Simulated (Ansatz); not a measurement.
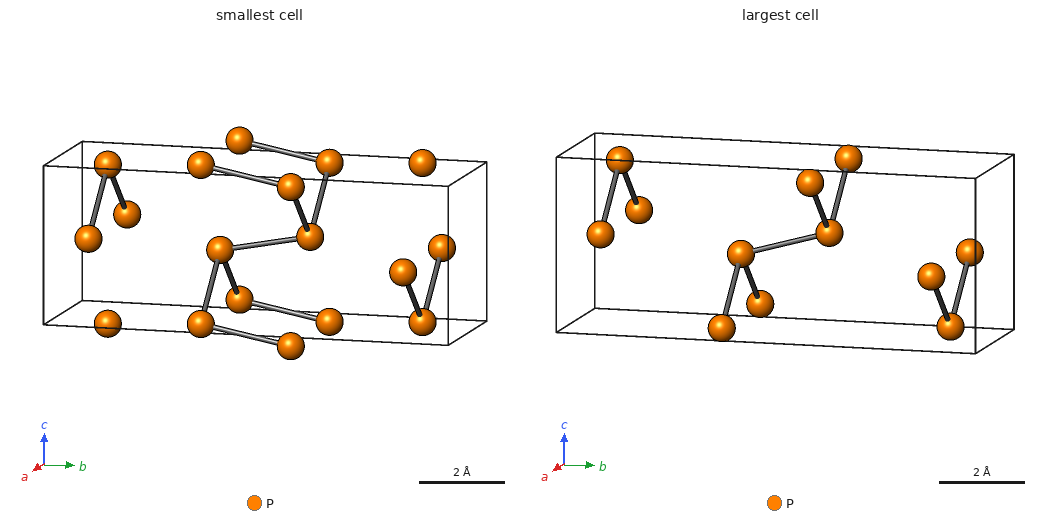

P, space group Cmce (No. 64), relaxed (cell and atoms, zero pressure) with four choices of dispersion term on top of PBEsol; the smallest and the largest of the relaxed conventional cells are drawn to one scale (sticks follow a distance rule). The start was a structure listed in the Materials Project.

Alike in all runs: Ansatz 0.2.0; functional PBEsol; potentials Ansatz PAW; cutoff 420 eV; k mesh 8 × 8 × 6 on the run's cell of 4 atoms; occupations fermi-dirac, width 0.05 eV; no spin polarisation; no spin-orbit coupling. All runs are metallic.

| level | volume (Å³/atom) | a (Å) | b (Å) | c (Å) |
| --- | --- | --- | --- | --- |
| D3(BJ) | 15.78 | 3.340 | 9.919 | 3.811 |
| none | ? | ? | ? | ? |
| D4 | 16.20 | 3.342 | 10.019 | 3.869 |
| D3(BJ)-ATM | 15.96 | 3.341 | 9.962 | 3.837 |

Q: What does none give?

A: Volume 17.87 Å³/atom; a 3.316 Å; b 10.272 Å; c 4.198 Å. That is the largest volume of all.

Q: Order the levels by the relaxed volume, smallest first.

A: D3(BJ) (15.78 Å³/atom), D3(BJ)-ATM (15.96 Å³/atom), D4 (16.20 Å³/atom), none (17.87 Å³/atom). Rows within a few tenths of a per cent can't be told apart.

Caveat: the plane-wave basis is chosen anew once the cell has moved, so the energies of steps on either side of that aren't comparable; the relaxed volumes lie -23 to -13 % from the starting cell; pairwise dispersion terms can overbind metals strongly.
